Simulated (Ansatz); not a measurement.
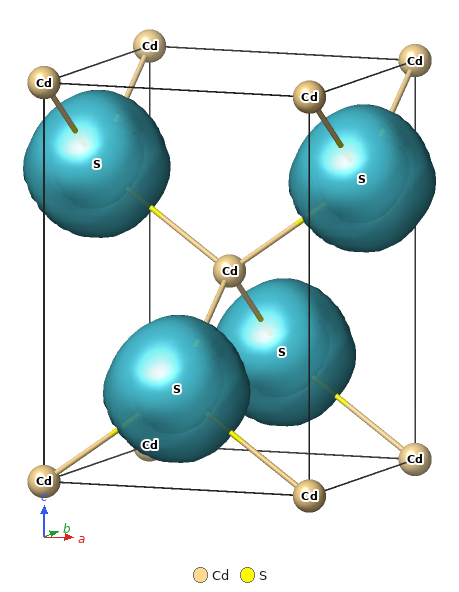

*CdS. Isosurface of the electron localisation function at 0.8 (cyan), seen slightly off an axis. Only the valence region is drawn (cores and ρ < 0.01 e/Å³ removed). Sticks mark near contacts.*

Space group I-4m2; started from the zincblende prototype, which need not be the ambient phase; changed on purpose from its base cell (uniaxial x strain -0.3%).

These are results of Ansatz, DFT, r2SCAN, plane waves, PAW, not measurements.

Core electrons are frozen (PAW), and the valence fields are smoothed inside the atomic spheres.

Describe the localisation domains.

Answer. The surface consists of two regions wrapped around S (the valence shell of each), counted in one cell of 4 atoms. Regions shared between cells count once. Profiles from the grid: Cd–S (2.54 Å): the ELF peaks at about 0.90 in the valence shell of S, 0.8 Å from its nucleus, and is about 0.35 at the midpoint.

Does the calculation give a band gap?

Answer. It is gapped, with a Kohn–Sham gap of 1.5 eV on the k-point mesh (the band edges may lie off the mesh, which would make the gap smaller).
